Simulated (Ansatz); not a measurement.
**AgCl: a changed input and its effect**

System: AgCl (Immm, 4 atoms in the cell).
Method of the first run: DFT, PBE, plane waves, PAW, no spin polarisation (Ansatz 0.2.0).

The structure derives from a Materials Project entry. The geometry comes from this level: r2SCAN (a point of a series of strains). Text and figures count atoms from 1; the logs count them from 0 in places.

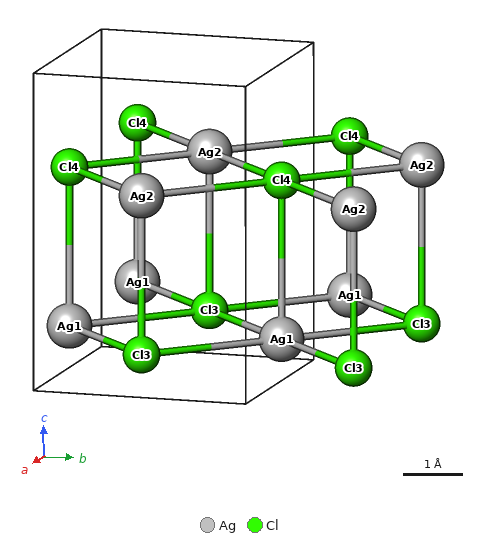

Fig. 1: The input geometry (ball-and-stick view of the cell of the calculation, repeated 2 × 2 × 1, seen slightly off an axis; atoms are numbered from 1 in the order of the input). Near neighbours in the crystal (not all of them lie inside the picture): Ag has 6 Cl at 2.73 to 2.77 Å; Cl has 6 Ag at 2.73 to 2.77 Å.

**Input, the first run**
```yaml
crystal:
  lattice:
    - [3.9166762195, 0.0, 0.1936458359]
    - [0.0, 3.7981194587, 0.0]
    - [-0.2730111633, 0.0, 5.5375273353]
  atoms:
    - { symbol: Ag, position: [0.2500548767, 0.25, 0.2500031849] }
    - { symbol: Ag, position: [0.7499451233, 0.75, 0.7499968151] }
    - { symbol: Cl, position: [0.7500376899, 0.75, 0.2499964645] }
    - { symbol: Cl, position: [0.2499623101, 0.25, 0.7500035355] }
kpoints:
  mp_grid: { grid: [6, 6, 6] }
  band_path:
    path:
      - [0.0, 0.0, 0.0]
      - [0.5000136275, 0.4999863725, 9.82862e-05]
      - [0.5000136275, 0.4999863725, 0.5000982814]
      - [0.5000136275, 0.0, 0.5000982814]
      - [0.24988252, 0.0, 1.000049109]
      - [0.7501447351, 0.0, 0.0001474537]
      - [0.7501447351, 0.2498688992, 0.0001474537]
      - [0.24988252, 0.2498688992, 1.000049109]
      - [0.0, 0.5, 0.5]
    npoints: 1
hamiltonian:
  xc: pbe
scf:
  occupations: { method: fermi_dirac, width: 0.02 }
  n_extra_bands: 5
output:
  forces: true
  stress: true
  eigenvalues: true
```

Command:
```bash
ansatz run input.yaml --threads 4 --pin off --max-ram 3686MiB --backend cpu --events-out ev --progress --plain --runs-dir out
```

Hardware: 4 threads of Arm Neoverse N1, 16 GiB of memory available, shared host.

**Output, shortened to warnings, some set-up lines, iterations and results (the first run)**
```
Basis set: ecut = 420 eV, 1627 PW (Γ), exchange–correlation on 54×54×80 points (8 copies of the dense FFT grid, shifted against one another)
Symmetry: 4 space group operations
k-points: 80 of 216
Initial density: superposition of atomic densities (neutral atoms: chi_scale 0, normalization atom), corrected by the library's trained network
[...]
SCF iter   1: F=—  HF=-17341.735624 eV  |F-HF|=—  |Δ(HF+E_count)|=         —  Δρ=7.51e-4  dr2=3.20e-4  ethr=1.77e-3  ⟨swp⟩=5.8  Hψ=9233  notcnv=0
SCF iter   2: F=—  HF=-17341.737120 eV  |F-HF|=—  |Δ(HF+E_count)|=   1.50e-3  Δρ=3.18e-4  dr2=4.23e-5  ethr=6.16e-7  ⟨swp⟩=3.2  Hψ=6336  notcnv=0  defer=8
SCF iter   3: F=—  HF=-17341.737207 eV  |F-HF|=—  |Δ(HF+E_count)|=   8.62e-5  Δρ=1.08e-4  dr2=4.62e-6  ethr=8.14e-8  ⟨swp⟩=2.0  Hψ=3661  notcnv=0  defer=8
SCF iter   4: F=—  HF=-17341.737214 eV  |F-HF|=—  |Δ(HF+E_count)|=   7.49e-6  Δρ=3.34e-5  dr2=7.16e-7  ethr=8.89e-9  ⟨swp⟩=2.0  Hψ=3835  notcnv=0  defer=8
SCF iter   5: F=-17341.737214 eV  HF=-17341.737214 eV  |F-HF|=4.60e-8  |Δ(HF+E_count)|=   3.26e-7  Δρ=7.64e-6  dr2=5.06e-8  ethr=1.38e-9  ⟨swp⟩=2.0  Hψ=3730  notcnv=0  defer=8
SCF iter   6: F=-17341.737214 eV  HF=-17341.737214 eV  |F-HF|=2.74e-9  |Δ(HF+E_count)|=   5.29e-8  Δρ=1.61e-6  dr2=2.05e-9  ethr=9.72e-11  ⟨swp⟩=5.2  Hψ=10261  notcnv=0
SCF 1 converged in 6 iterations: F = -17341.737214 eV  dr2 = 2.05e-9
NSCF: frozen V_eff on 9 k-points
SCF converged after 6 iterations
Free energy (F): -17341.737214 eV
Harris-Foulkes:  -17341.737214 eV  (|F-HF|=2.74e-9)
Internal energy: -17341.737214 eV  (E = F + TS)
E sigma→0 (E₀):  -17341.737214 eV
Fermi energy:    9.171192 eV
--- Per-component energies (eV) ---
  E_band       = -694.632343
  E_kinetic    = 1380.038193
  E_local      = -6321.971614  (includes V_loc(G=0)·N_el)
  E_nonlocal   = 225.169901
  E_hartree    = 2779.532259
  E_xc         = -580.833849
  E_vxc        = -709.564554  (∫ρ·V_xc dr)
  E_paw        = -9129.574654  (= ΣΔE_a)
  E_vpaw       = -827.367495  (= ΣTr[D̂ρ^β])
  E_aug_tail   = 0.000824  (compensation charges beyond the density's cutoff)
  E_ewald      = -5694.098274
  E_smearing   = -0.000000  (= −TS)
  E_closure    = 0.000000  (closes the sum)
  Σ components = -17341.737214   (vs F -17341.737214, Δ=0.00e0)
--- Forces (eV/Å), atoms counted from 1 ---
  atom   1  Ag    -0.00013110     0.00000000    -0.00000174
  atom   2  Ag     0.00013110    -0.00000000     0.00000174
  atom   3  Cl     0.00004260     0.00000000     0.00004383
  atom   4  Cl    -0.00004260    -0.00000000    -0.00004383
  max |Σ_I F_I| component: 0.00e0 eV/Å
--- Stress (GPa, compression-positive) ---
        3.444608       0.000000       0.021100
        0.000000       3.725536      -0.000000
        0.021100      -0.000000       3.005704
  P = ⅓ Tr σ = 3.3919 GPa (33.919 kbar)
```

The input of the second run differs as follows (lines with − go, lines with + come):
```diff
-  xc: pbe
+  xc: r2scan
-  occupations: { method: fermi_dirac, width: 0.02 }
+  occupations: { method: fixed }
+  write_density: true
+  write_potential: true
+  elf: true
+  volumetric_format: npy
```

How does the second run compare with the first run?

The total energies belong to different methods, so their difference says nothing on which is more stable or more accurate. The gap on the mesh goes from 0.82 to 1.39 eV. The pressure goes from 3.39 to 1.75 GPa. The functional changes from PBE to r2SCAN. The number of SCF iterations is the same. The default cutoff goes from 420 to 500 eV with the change. The plane waves at Γ go from 1627 to 2111. On the same kind of shared host the second run took about 2.7 times as long.

**Output, shortened to warnings, some set-up lines, iterations and results (the second run)**
```
Basis set: ecut = 500 eV, 2111 PW (Γ), exchange–correlation on 120×120×180 points (64 copies of the dense FFT grid, shifted against one another)
Symmetry: 4 space group operations
k-points: 80 of 216
Initial density: superposition of atomic densities (neutral atoms: chi_scale 0, normalization atom), corrected by the library's trained network
[...]
SCF iter   1: F=—  HF=-17377.472450 eV  |F-HF|=—  |Δ(HF+E_count)|=         —  Δρ=7.90e-3  dr2=3.74e-2  dr2_τ=1.06e-2  ethr=1.77e-3  ⟨swp⟩=4.9  Hψ=8128  notcnv=0  defer=237
SCF iter   2: F=—  HF=-17377.475879 eV  |F-HF|=—  |Δ(HF+E_count)|=   3.43e-3  Δρ=4.10e-3  dr2=6.52e-3  dr2_τ=1.22e-3  ethr=7.19e-5  ⟨swp⟩=2.8  Hψ=4107  notcnv=0  defer=240
SCF iter   3: F=—  HF=-17377.476321 eV  |F-HF|=—  |Δ(HF+E_count)|=   4.41e-4  Δρ=1.26e-3  dr2=7.91e-4  dr2_τ=5.78e-5  ethr=1.25e-5  ⟨swp⟩=2.1  Hψ=2594  notcnv=0  defer=240
SCF iter   4: F=—  HF=-17377.476383 eV  |F-HF|=—  |Δ(HF+E_count)|=   6.18e-5  Δρ=1.95e-4  dr2=2.67e-5  dr2_τ=1.78e-6  ethr=1.52e-6  ⟨swp⟩=2.7  Hψ=4281  notcnv=0  defer=232
SCF iter   5: F=—  HF=-17377.476384 eV  |F-HF|=—  |Δ(HF+E_count)|=   1.27e-6  Δρ=4.06e-5  dr2=1.26e-6  dr2_τ=8.06e-8  ethr=5.14e-8  ⟨swp⟩=2.1  Hψ=3672  notcnv=0  defer=80
SCF iter   6: F=-17377.476384 eV  HF=-17377.476384 eV  |F-HF|=8.24e-9  |Δ(HF+E_count)|=   2.98e-7  Δρ=9.36e-6  dr2=7.32e-8  dr2_τ=7.65e-9  ethr=1.92e-10  ⟨swp⟩=13.2  Hψ=19573 …
SCF 1 converged in 6 iterations: F = -17377.476384 eV  dr2 = 7.32e-8
NSCF: frozen V_eff on 9 k-points
SCF converged after 6 iterations
Free energy (F): -17377.476384 eV
Harris-Foulkes:  -17377.476384 eV  (|F-HF|=8.24e-9)
Internal energy: -17377.476384 eV  (E = F + TS)
E sigma→0 (E₀):  -17377.476384 eV
Fermi energy:    8.440720 eV
--- Per-component energies (eV) ---
  E_band       = -742.244254
  E_kinetic    = 1380.554367
  E_local      = -6331.780569  (includes V_loc(G=0)·N_el)
  E_nonlocal   = 228.437417
  E_hartree    = 2787.984642
  E_xc         = -561.560834
  E_vxc        = -789.117275  (∫ρ·V_xc dr)
  E_paw        = -9185.721898  (= ΣΔE_a)
  E_vpaw       = -857.226193  (= ΣTr[D̂ρ^β])
  E_aug_tail   = 0.000200  (compensation charges beyond the density's cutoff)
  E_vtau       = 50.924156  (kinetic-family band-sum trace: ∫τ·v_τ [+ j·A + Jᵃ·Aᵃ] dr)
  E_ewald      = -5694.098274
  E_core_change = -1.291435  (= ΣΔE_core)
  E_smearing   = -0.000000  (= −TS)
  E_closure    = -0.000000  (closes the sum)
  Σ components = -17377.476384   (vs F -17377.476384, Δ=0.00e0)
--- Forces (eV/Å), atoms counted from 1 ---
  atom   1  Ag    -0.00013343     0.00000000    -0.00000274
  atom   2  Ag     0.00013343    -0.00000000     0.00000274
  atom   3  Cl     0.00004439     0.00000000     0.00004739
  atom   4  Cl    -0.00004439    -0.00000000    -0.00004739
  max |Σ_I F_I| component: 6.78e-21 eV/Å
--- Stress (GPa, compression-positive) ---
        1.812298       0.000000       0.023520
        0.000000       2.121313      -0.000000
        0.023520      -0.000000       1.323538
  P = ⅓ Tr σ = 1.7524 GPa (17.524 kbar)
```

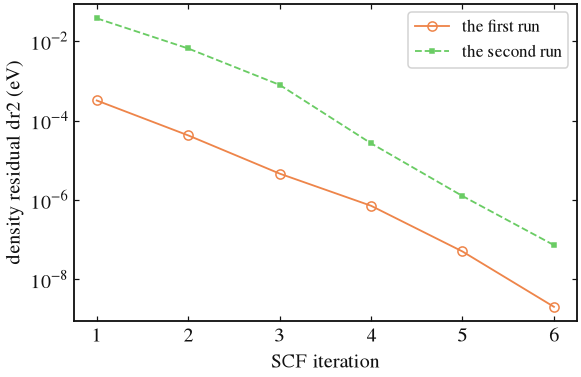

Fig. 2: Convergence of the two runs: density residual dr2 against the SCF iteration. The first run takes 6 iterations in all, and the second run takes 6.

**The two runs side by side**

```tsv
quantity	the first run	the second run
outcome	converged	converged
free energy per atom (eV)	−4335.4343	−4344.3691
gap on the mesh (eV)	0.82	1.39
pressure (GPa)	3.39	1.75
largest force (eV/Å)	0.000	0.000
SCF iterations	6	6
irreducible k-points	80	80
plane waves at Γ	1627	2111
wall time (shared host)	5.4 s	14 s
```
